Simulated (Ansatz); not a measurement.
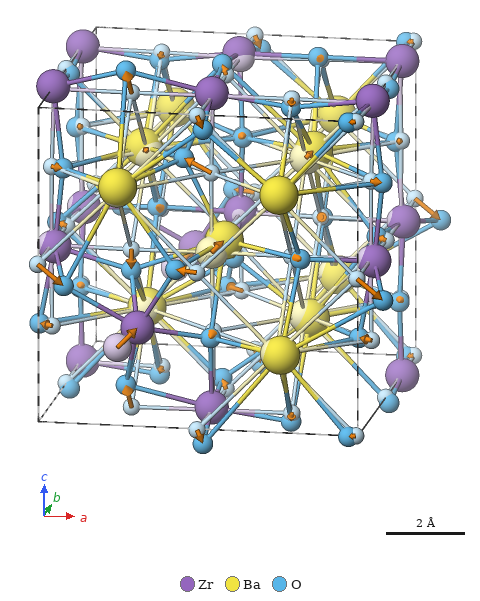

A relaxation of a defect cell of composition Zr8Ba8O24. The starting structure is drawn faded, the final one solid; orange arrows show the displacements, at their true length.

The picture is a ball-and-stick view of the cell of the calculation (origin shifted), seen slightly off an axis.

Method: DFT, PBEsol, PAW, plane waves in Ansatz 0.2.0.

Input file:
```yaml
crystal:
  lattice:
    - [8.361961, 0.000000, 0.000000]
    - [0.000000, 8.361961, 0.000000]
    - [0.000000, 0.000000, 8.361961]
  atoms:
    - { symbol: Zr, position: [0.000088, 0.999368, 0.000083] }
    - { symbol: Zr, position: [0.254070, 0.248104, 0.749964] }
    - { symbol: Zr, position: [0.248929, 0.749643, 0.249349] }
    - { symbol: Zr, position: [0.249764, 0.748632, 0.742766] }
    - { symbol: Zr, position: [0.748230, 0.248880, 0.251486] }
    - { symbol: Zr, position: [0.755966, 0.252829, 0.747755] }
    - { symbol: Zr, position: [0.750997, 0.751677, 0.245931] }
    - { symbol: Zr, position: [0.748978, 0.750663, 0.751374] }
    - { symbol: Ba, position: [0.998245, 0.999928, 0.497583] }
    - { symbol: Ba, position: [0.999834, 0.496449, 0.000069] }
    - { symbol: Ba, position: [0.003029, 0.498841, 0.495722] }
    - { symbol: Ba, position: [0.497902, 0.000867, 0.003071] }
    - { symbol: Ba, position: [0.500336, 0.002954, 0.499685] }
    - { symbol: Ba, position: [0.495795, 0.501484, 0.996904] }
    - { symbol: Ba, position: [0.499345, 0.499318, 0.498627] }
    - { symbol: Ba, position: [0.250770, 0.245988, 0.252023] }
    - { symbol: O, position: [0.255076, 0.249922, 0.999569] }
    - { symbol: O, position: [0.247704, 0.253850, 0.502573] }
    - { symbol: O, position: [0.252703, 0.750576, 0.000993] }
    - { symbol: O, position: [0.253449, 0.748280, 0.496424] }
    - { symbol: O, position: [0.749832, 0.251313, 0.993291] }
    - { symbol: O, position: [0.749339, 0.247871, 0.501118] }
    - { symbol: O, position: [0.751083, 0.748596, 0.999749] }
    - { symbol: O, position: [0.752481, 0.751712, 0.500264] }
    - { symbol: O, position: [0.998038, 0.251457, 0.247843] }
    - { symbol: O, position: [0.999224, 0.247541, 0.747985] }
    - { symbol: O, position: [0.000358, 0.746474, 0.251623] }
    - { symbol: O, position: [0.003263, 0.747396, 0.748532] }
    - { symbol: O, position: [0.500028, 0.250947, 0.249126] }
    - { symbol: O, position: [0.500670, 0.249410, 0.750396] }
    - { symbol: O, position: [0.501605, 0.746657, 0.247990] }
    - { symbol: O, position: [0.501660, 0.755568, 0.747445] }
    - { symbol: O, position: [0.247842, 0.000318, 0.249650] }
    - { symbol: O, position: [0.249206, 0.000644, 0.749399] }
    - { symbol: O, position: [0.252822, 0.500121, 0.252582] }
    - { symbol: O, position: [0.248934, 0.501992, 0.751235] }
    - { symbol: O, position: [0.750417, 0.997594, 0.253962] }
    - { symbol: O, position: [0.745916, 0.998572, 0.753662] }
    - { symbol: O, position: [0.749949, 0.501738, 0.247668] }
    - { symbol: O, position: [0.749283, 0.500041, 0.748127] }
  symmetry: { detect: false }
kpoints:
  mp_grid: { grid: [1, 1, 1], shift: [0.25, 0.25, 0.25] }
hamiltonian:
  xc: pbesol
scf:
  occupations: { method: fermi_dirac, width: 0.01 }
relax:
  f_tol: 0.03
  max_steps: 80
  escape_saddle: false
  adjacent_minimum: "off"
output:
  forces: true
  eigenvalues: true
  populations: true
```

Launched with:
```bash
ansatz run in.yaml --threads 8 --pin off --max-ram 13300MiB --runs-dir r --events-out ev --progress --plain
```

**What happened in the run?**

The largest moves, 0.87 Å, are those of O35 and O37. O35 goes roughly along [0 1 −2]. Largest moves by element: O 0.87 Å, Zr 0.77 Å, Ba 0.48 Å. The cell stays as it was. Near-neighbour distances that change, for instance: Zr1–O17 2.989 → 2.081 Å, Ba14–O19 2.911 → 3.817 Å, Ba13–O37 2.932 → 3.819 Å, Zr1–O25 2.956 → 2.081 Å. New bonds form: Zr1–O17 (2.99 → 2.08 Å), Zr1–O19 (2.96 → 2.24 Å), Zr1–O25 (2.96 → 2.08 Å), Zr1–O26 (2.96 → 2.23 Å). Bonds break: Ba13–O37 (2.93 → 3.82 Å), Ba14–O19 (2.91 → 3.82 Å). Among the angles between lasting bonds that change: Zr3–O35–Ba16 178.4° → 131.7°, Zr2–O18–Ba16 176.2° → 131.6°, Zr2–O26–Zr6 178.6° → 139.2°. Over 32 accepted moves (34 points after the start) the energy falls by 13.741 eV per cell of the calculation. Largest force component: 6.5 eV/Å at the start, 0.0069 eV/Å at the end. The line search rejected the trial step at point 20 of the run. 1 step only repeated the SCF at the same geometry.

Limits of the set-up: the periodic images lie only 8.4 Å apart, so the values are limited by the cell's size.
